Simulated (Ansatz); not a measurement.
Geometry relaxation of Ru (part 1 of 2)

- system: Ru (P6₃/mmc, 2 atoms in the cell)
- method: DFT, r2SCAN, PAW with Ansatz's default frozen-core files, scalar-relativistic, no spin polarisation (Ansatz 0.2.0)

The structure was built on a prototype by a generator; it need not be a known phase. It belongs to a series of runs on one base structure; here: bulk cell relaxed. Figures and captions count atoms from 1; the log counts them from 0 in places.

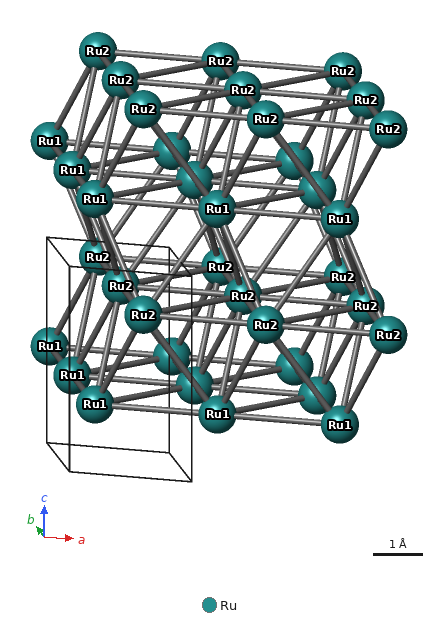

The starting structure (ball-and-stick view of the cell of the calculation, repeated 3 × 3 × 2, seen at an oblique angle; atoms are numbered from 1 in the order of the input). An atom can appear more than once, as a periodic image. Near neighbours in the periodic cell (some may lie outside the picture): Ru has 12 Ru at 2.67 to 2.68 Å.

Results in brief

```csv
quantity,value
outcome,converged
space group (tolerance 0.01 Å),P6₃/mmc (194)
electrons treated,32
free energy,−11781.4282 eV
Fermi energy,23.579 eV
pressure,0.00 GPa
final volume,26.99 Å³
largest force (length of the vector) at the end,under 0.001 eV/Å
final cell,"a = 2.703 Å, b = 2.703 Å, c = 4.264 Å, α = 90.00°, β = 90.00°, γ = 120.00°"
hardware,"2 threads of Arm Neoverse V2, 24 GiB of memory available, shared host"
wall time,37 s (CPU time 73 s)
peak memory,0.52 GiB
```

The input
```yaml
crystal:
  lattice:
    - [2.684446372, 0.0, 0.0]
    - [-1.342223186, 2.3247987533, 0.0]
    - [0.0, 0.0, 4.3488031227]
  atoms:
    - { symbol: Ru, position: [0.3333333333, 0.6666666667, 0.25] }
    - { symbol: Ru, position: [0.6666666667, 0.3333333333, 0.75] }
kpoints:
  mp_grid: { grid: [19, 19, 10] }
scf:
  occupations: { method: fermi_dirac, width: 0.08 }
hamiltonian:
  xc: r2scan
  pseudopotentials: { kind: paw }
output:
  forces: true
  stress: true
  write_density: true
  write_potential: true
  elf: true
  volumetric_format: npy
relax:
  f_tol: 0.005
  max_steps: 40
  cell: {}
```

Command:
```bash
ansatz run input.yaml --threads 2 --pin off --max-ram 4096MiB --backend cpu --events-out ev --progress --plain --runs-dir out
```

Log
```
Engine: ansatz 0.2.0, aarch64-unknown-linux-gnu
Pseudopotentials: kind: paw
Pseudopotential: Ru, paw, valence charge 16, recommended cutoff 500 eV (meta_gga), Ru.paw.azcp
Functional definition: r2SCAN
  parameter k0 = 0.174
  parameter k1 = 0.065
  parameter a1 = 4.9479
  exchange = r2scan_x(k0 = k0, k1 = k1, a1 = a1)
  correlation = r2scan_c
Crystal: 2 atoms, lattice volume = 27.140 Å³
Basis set: ecut = 500 eV, 687 PW (Γ), exchange–correlation on 80×80×128 points (64 copies of the dense FFT grid, shifted against one another)
Bands: 20, of which v1, the nominal top of the filled ones, is band 16 counted from 1 (15 counted from 0)
Symmetry: 24 space group operations
Space group: P63/mmc (ITA 194), of the structure as read, at distance tolerance 3.0e-5 Å
k-points: 240 of 3610
Non-local potential: Ru, projectors of the file, l = 0: 3, l = 1: 2, l = 2: 2, l = 3: 1
PAW form: soft (Blöchl's): semilocal exchange-correlation on the pseudo side does not see the compensation charge
PAW frozen core: Ru, regenerated for the run's functional (the file was generated under x = pbe(κ = 0.804, μ = 0.2195149727645171), c = pbe(β = 0.06672455060314922))
PAW one-centre angular grid: Ru, 590 points (default); XC on 160 Gauss nodes
Initial density: superposition of atomic densities (neutral atoms: chi_scale 0, normalization atom), corrected by the library's trained network
Initial wavefunctions: pseudopotential atomic-orbital guess
Functional: x = r2scan, c = r2scan; τ floored in thin density (d = 2e-4 eV/Å³)
SCF iter   1: F=—  HF=-11781.384064 eV  |F-HF|=—  |Δ(HF+E_count)|=         —  Δρ=1.08e-2  dr2=9.88e-3  dr2_τ=1.41e-2  ethr=1.77e-3  ⟨swp⟩=5.1  Hψ=46734  notcnv=0  defer=63
automatic band count: the SCF goes on with 24 bands, as 20 were too few: the levels above may hold too much charge
preconditioner: auto → none  [metal: Δε(μ)=0.009 eV  Ē_g=12.040 eV  σ=0.080 eV  W_gap=0.03  n_scr=8 (ndim 8)  ℏωp=28.5 eV  f_vac=0.000  D(μ)=1.43/eV (n_scr^D=22)  sad-step TF]
SCF iter   2: F=—  HF=-11781.404420 eV  |F-HF|=—  |Δ(HF+E_count)|=   2.04e-2  Δρ=5.94e-3  dr2=2.39e-3  dr2_τ=1.88e-4  ethr=3.09e-5  ⟨swp⟩=2.0  Hψ=13143  notcnv=0  defer=279
SCF iter   3: F=—  HF=-11781.407335 eV  |F-HF|=—  |Δ(HF+E_count)|=   2.92e-3  Δρ=1.25e-3  dr2=2.38e-4  dr2_τ=4.26e-5  ethr=7.48e-6  ⟨swp⟩=2.0  Hψ=7969  notcnv=0  defer=279
SCF iter   4: F=—  HF=-11781.407459 eV  |F-HF|=—  |Δ(HF+E_count)|=   1.24e-4  Δρ=2.59e-4  dr2=8.01e-6  dr2_τ=1.91e-6  ethr=7.44e-7  ⟨swp⟩=2.2  Hψ=8510  notcnv=0  defer=279
SCF iter   5: F=—  HF=-11781.407491 eV  |F-HF|=—  |Δ(HF+E_count)|=   3.19e-5  Δρ=6.53e-5  dr2=2.91e-7  dr2_τ=1.24e-7  ethr=2.50e-8  ⟨swp⟩=2.0  Hψ=9247  notcnv=0  defer=279
SCF iter   6: F=-11781.407492 eV  HF=-11781.407492 eV  |F-HF|=1.01e-8  |Δ(HF+E_count)|=   1.24e-6  Δρ=1.12e-5  dr2=1.24e-8  dr2_τ=2.42e-9  ethr=3.13e-10  ⟨swp⟩=9.0  Hψ=33400  notcnv=0
SCF 1 converged in 6 iterations: F = -11781.407492 eV  dr2 = 1.24e-8
  greatest PAW one-centre occupation: 0.996 electrons in one spin orbital (limit 2), on the Ru atom at site 1 (counted from 0), in its partial waves of l = 1
relax step   1: F+E_penalty+E_count = -11781.40749240 eV  Δ(F+E_penalty+E_count) = +0.000e0 eV  max|allowed force component| = 6.939e-18 eV/Å  Δτ_max = 0.0000 Å  P = -1.999 GPa  Ω = 27.140 Å³  (6 SCF iters, dr2 threshold 1.00e-7 eV, accepted)
Crystal: 2 atoms, lattice volume = 26.806 Å³
Bands: 24, of which v1, the nominal top of the filled ones, is band 16 counted from 1 (15 counted from 0)
Initial density: handed on by an earlier stage of this run
Initial wavefunctions: those handed on with the density
iter 1 solved again at ethr=5.73e-6 eV; its pass at ethr=3.10e-3 eV (dr2=1.83e-3 eV) is discarded
SCF iter   1: F=—  HF=-11781.345627 eV  |F-HF|=—  |Δ(HF+E_count)|=         —  Δρ=3.46e-3  dr2=2.07e-3  dr2_τ=8.61e-2  ethr=5.73e-6  ⟨swp⟩=2.0  Hψ=35745  notcnv=0
preconditioner: auto → none  [metal: Δε(μ)=0.017 eV  Ē_g=12.184 eV  σ=0.080 eV  W_gap=0.05  n_scr=8 (ndim 8)  ℏωp=28.7 eV  f_vac=0.000  D(μ)=1.51/eV (n_scr^D=22)]
SCF iter   2: F=—  HF=-11781.415303 eV  |F-HF|=—  |Δ(HF+E_count)|=   6.97e-2  Δρ=1.72e-3  dr2=2.80e-4  dr2_τ=5.30e-5  ethr=5.73e-6  ⟨swp⟩=2.0  Hψ=11524  notcnv=0
SCF iter   3: F=—  HF=-11781.415464 eV  |F-HF|=—  |Δ(HF+E_count)|=   1.61e-4  Δρ=8.38e-4  dr2=5.41e-5  dr2_τ=8.52e-6  ethr=8.76e-7  ⟨swp⟩=2.1  Hψ=9109  notcnv=0
SCF iter   4: F=—  HF=-11781.415533 eV  |F-HF|=—  |Δ(HF+E_count)|=   6.91e-5  Δρ=1.92e-4  dr2=5.32e-6  dr2_τ=1.12e-6  ethr=1.69e-7  ⟨swp⟩=2.3  Hψ=9070  notcnv=0
SCF iter   5: F=—  HF=-11781.415534 eV  |F-HF|=—  |Δ(HF+E_count)|=   6.64e-7  Δρ=4.49e-5  dr2=4.01e-7  dr2_τ=4.98e-8  ethr=1.66e-8  ⟨swp⟩=2.2  Hψ=9391  notcnv=0
SCF iter   6: F=-11781.415534 eV  HF=-11781.415534 eV  |F-HF|=4.15e-9  |Δ(HF+E_count)|=   1.26e-8  Δρ=1.44e-5  dr2=4.44e-8  dr2_τ=1.51e-9  ethr=6.25e-10  ⟨swp⟩=8.0  Hψ=30018  notcnv=0
SCF 2 converged in 6 iterations: F = -11781.415534 eV  dr2 = 4.44e-8
relax step   2: F+E_penalty+E_count = -11781.41553383 eV  Δ(F+E_penalty+E_count) = -8.041e-3 eV  max|allowed force component| = 1.168e-16 eV/Å  Δτ_max = 0.0000 Å  P = +2.823 GPa  Ω = 26.806 Å³  energy of the carried Pulay correction = +2.164e-4 eV  (6 SCF iters, dr2 threshold 2.00e-7 eV, accepted)
Crystal: 2 atoms, lattice volume = 27.032 Å³
iter 1 solved again at ethr=1.93e-6 eV; its pass at ethr=3.10e-3 eV (dr2=6.18e-4 eV) is discarded
SCF iter   1: F=—  HF=-11781.410567 eV  |F-HF|=—  |Δ(HF+E_count)|=         —  Δρ=1.78e-3  dr2=6.62e-4  dr2_τ=1.89e-2  ethr=1.93e-6  ⟨swp⟩=2.0  Hψ=35243  notcnv=0
preconditioner: auto → none  [metal: Δε(μ)=0.006 eV  Ē_g=12.070 eV  σ=0.080 eV  W_gap=0.02  n_scr=8 (ndim 8)  ℏωp=28.6 eV  f_vac=0.000  D(μ)=1.50/eV (n_scr^D=22)]
SCF iter   2: F=—  HF=-11781.428131 eV  |F-HF|=—  |Δ(HF+E_count)|=   1.76e-2  Δρ=1.22e-3  dr2=2.19e-4  dr2_τ=3.60e-5  ethr=1.93e-6  ⟨swp⟩=2.0  Hψ=9821  notcnv=0
SCF iter   3: F=—  HF=-11781.428114 eV  |F-HF|=—  |Δ(HF+E_count)|=   1.71e-5  Δρ=6.39e-4  dr2=3.95e-5  dr2_τ=3.16e-6  ethr=6.83e-7  ⟨swp⟩=2.4  Hψ=8451  notcnv=0
SCF iter   4: F=—  HF=-11781.428144 eV  |F-HF|=—  |Δ(HF+E_count)|=   3.04e-5  Δρ=1.51e-4  dr2=3.02e-6  dr2_τ=7.94e-7  ethr=1.23e-7  ⟨swp⟩=2.4  Hψ=9358  notcnv=0
SCF iter   5: F=—  HF=-11781.428145 eV  |F-HF|=—  |Δ(HF+E_count)|=   4.63e-7  Δρ=5.53e-5  dr2=7.69e-7  dr2_τ=3.90e-8  ethr=9.45e-9  ⟨swp⟩=2.5  Hψ=8838  notcnv=0
SCF iter   6: F=-11781.428145 eV  HF=-11781.428145 eV  |F-HF|=2.99e-8  |Δ(HF+E_count)|=   1.57e-7  Δρ=1.96e-5  dr2=8.78e-8  dr2_τ=3.06e-9  ethr=6.25e-10  ⟨swp⟩=8.2  Hψ=30707  notcnv=0
SCF 3 converged in 6 iterations: F = -11781.428145 eV  dr2 = 8.78e-8
relax step   3: F+E_penalty+E_count = -11781.42814458 eV  Δ(F+E_penalty+E_count) = -1.261e-2 eV  max|allowed force component| = 1.619e-17 eV/Å  Δτ_max = 0.0000 Å  P = -0.557 GPa  Ω = 27.032 Å³  energy of the carried Pulay correction = +7.065e-5 eV  (6 SCF iters, dr2 threshold 2.00e-7 eV, accepted)
Crystal: 2 atoms, lattice volume = 26.981 Å³
iter 1 solved again at ethr=3.48e-8 eV; its pass at ethr=3.10e-3 eV (dr2=1.11e-5 eV) is discarded
SCF iter   1: F=—  HF=-11781.428045 eV  |F-HF|=—  |Δ(HF+E_count)|=         —  Δρ=2.08e-4  dr2=1.10e-5  dr2_τ=1.83e-4  ethr=3.48e-8  ⟨swp⟩=2.0  Hψ=27254  notcnv=0
preconditioner: auto → none  [metal: Δε(μ)=0.002 eV  Ē_g=12.110 eV  σ=0.080 eV  W_gap=0.01  n_scr=8 (ndim 8)  ℏωp=28.6 eV  f_vac=0.000  D(μ)=1.49/eV (n_scr^D=22)]
SCF iter   2: F=—  HF=-11781.428257 eV  |F-HF|=—  |Δ(HF+E_count)|=   2.12e-4  Δρ=1.55e-4  dr2=4.88e-6  dr2_τ=9.44e-7  ethr=3.43e-8  ⟨swp⟩=2.0  Hψ=9629  notcnv=0
SCF iter   3: F=—  HF=-11781.428256 eV  |F-HF|=—  |Δ(HF+E_count)|=   1.31e-6  Δρ=6.23e-5  dr2=5.41e-7  dr2_τ=8.64e-8  ethr=1.53e-8  ⟨swp⟩=2.6  Hψ=8282  notcnv=0
SCF iter   4: F=—  HF=-11781.428256 eV  |F-HF|=—  |Δ(HF+E_count)|=   2.55e-7  Δρ=3.29e-5  dr2=2.85e-7  dr2_τ=1.63e-8  ethr=6.25e-10  ⟨swp⟩=8.1  Hψ=31570  notcnv=0
SCF iter   5: F=-11781.428256 eV  HF=-11781.428256 eV  |F-HF|=4.91e-8  |Δ(HF+E_count)|=   6.09e-8  Δρ=1.66e-5  dr2=7.25e-8  dr2_τ=2.24e-9  ethr=6.25e-10  ⟨swp⟩=7.0  Hψ=28242  notcnv=0
SCF 4 converged in 5 iterations: F = -11781.428256 eV  dr2 = 7.25e-8
relax step   4: F+E_penalty+E_count = -11781.42825587 eV  Δ(F+E_penalty+E_count) = -1.113e-4 eV  max|allowed force component| = 7.633e-17 eV/Å  Δτ_max = 0.0000 Å  P = +0.088 GPa  Ω = 26.981 Å³  energy of the carried Pulay correction = +1.032e-4 eV  (5 SCF iters, dr2 threshold 2.00e-7 eV, accepted)
Crystal: 2 atoms, lattice volume = 26.988 Å³
iter 1 solved again at ethr=2.28e-10 eV; its pass at ethr=3.10e-3 eV (dr2=7.28e-8 eV) is discarded
SCF iter   1: F=—  HF=-11781.428249 eV  |F-HF|=—  |Δ(HF+E_count)|=         —  Δρ=1.84e-5  dr2=7.59e-8  dr2_τ=3.99e-6  ethr=2.28e-10  ⟨swp⟩=3.6  Hψ=31031  notcnv=0
preconditioner: auto → none  [metal: Δε(μ)=0.001 eV  Ē_g=12.102 eV  σ=0.080 eV  W_gap=0.00  n_scr=8 (ndim 8)  ℏωp=28.6 eV  f_vac=0.000  D(μ)=1.49/eV (n_scr^D=22)]
SCF iter   2: F=—  HF=-11781.428254 eV  |F-HF|=—  |Δ(HF+E_count)|=   4.65e-6  Δρ=2.03e-5  dr2=8.62e-8  dr2_τ=1.11e-8  ethr=2.28e-10  ⟨swp⟩=2.0  Hψ=9695  notcnv=0
SCF iter   3: F=-11781.428254 eV  HF=-11781.428254 eV  |F-HF|=6.11e-9  |Δ(HF+E_count)|=   2.07e-8  Δρ=1.04e-5  dr2=1.81e-8  dr2_τ=2.19e-9  ethr=8.12e-11  ⟨swp⟩=5.0  Hψ=29831  notcnv=0
SCF 5 converged in 3 iterations: F = -11781.428254 eV  dr2 = 1.81e-8
relax step   5: F+E_penalty+E_count = -11781.42825354 eV  Δ(F+E_penalty+E_count) = +2.329e-6 eV  max|allowed force component| = 5.782e-17 eV/Å  Δτ_max = 0.0000 Å  P = -0.001 GPa  Ω = 26.988 Å³  energy of the carried Pulay correction = +9.864e-5 eV  (3 SCF iters, dr2 threshold 2.60e-8 eV, accepted)
Initial wavefunctions: pseudopotential atomic-orbital guess (no wavefunctions were taken with the density)
iter 1 solved again at ethr=8.47e-9 eV; its pass at ethr=3.10e-3 eV (dr2=2.71e-6 eV) is discarded
SCF iter   1: F=—  HF=-11781.428189 eV  |F-HF|=—  |Δ(HF+E_count)|=         —  Δρ=6.71e-5  dr2=1.62e-7  dr2_τ=1.40e-6  ethr=8.47e-9  ⟨swp⟩=3.2  Hψ=41425  notcnv=0
preconditioner: auto → none  [metal: Δε(μ)=0.002 eV  Ē_g=12.098 eV  σ=0.080 eV  W_gap=0.01  n_scr=8 (ndim 8)  ℏωp=28.6 eV  f_vac=0.000  D(μ)=1.49/eV (n_scr^D=22)]
SCF iter   2: F=—  HF=-11781.428190 eV  |F-HF|=—  |Δ(HF+E_count)|=   1.80e-7  Δρ=2.83e-5  dr2=2.30e-8  dr2_τ=3.61e-8  ethr=5.07e-10  ⟨swp⟩=2.3  Hψ=9350  notcnv=0
SCF iter   3: F=—  HF=-11781.428190 eV  |F-HF|=—  |Δ(HF+E_count)|=   6.05e-8  Δρ=6.31e-6  dr2=1.74e-9  dr2_τ=2.22e-9  ethr=7.17e-11  ⟨swp⟩=2.4  Hψ=9379  notcnv=0
SCF iter   4: F=—  HF=-11781.428190 eV  |F-HF|=—  |Δ(HF+E_count)|=   4.52e-9  Δρ=1.48e-6  dr2=1.93e-10  dr2_τ=1.20e-10  ethr=5.42e-12  ⟨swp⟩=2.1  Hψ=8892  notcnv=0
SCF iter   5: F=-11781.428190 eV  HF=-11781.428190 eV  |F-HF|=2.18e-11  |Δ(HF+E_count)|=  2.42e-10  Δρ=3.37e-7  dr2=7.28e-12  dr2_τ=5.68e-12  ethr=1.00e-12  ⟨swp⟩=4.0  Hψ=26365  notcnv=0
SCF 6 converged in 5 iterations: F = -11781.428190 eV  dr2 = 7.28e-12
relax step   6: F+E_penalty+E_count = -11781.42818970 eV  Δ(F+E_penalty+E_count) = +6.385e-5 eV  max|allowed force component| = 6.476e-17 eV/Å  Δτ_max = 0.0000 Å  P = -0.004 GPa  Ω = 26.988 Å³  stress off target by 1.55e-2 GPa  SCF on the basis re-selected at this cell (its energy is not comparable with the rows above)  (5 SCF iters)
```

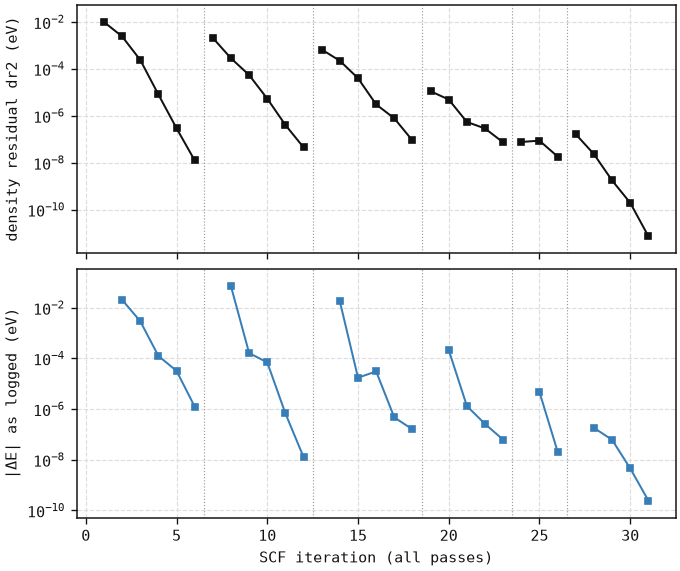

Convergence of the self-consistent field: density residual dr2 and size of the energy change against the SCF iteration. The dotted lines part the SCF passes of the relaxation: geometry steps, rejected trials and re-solves on a re-selected basis. The 6 passes take 3 to 6 iterations each, 31 in all.
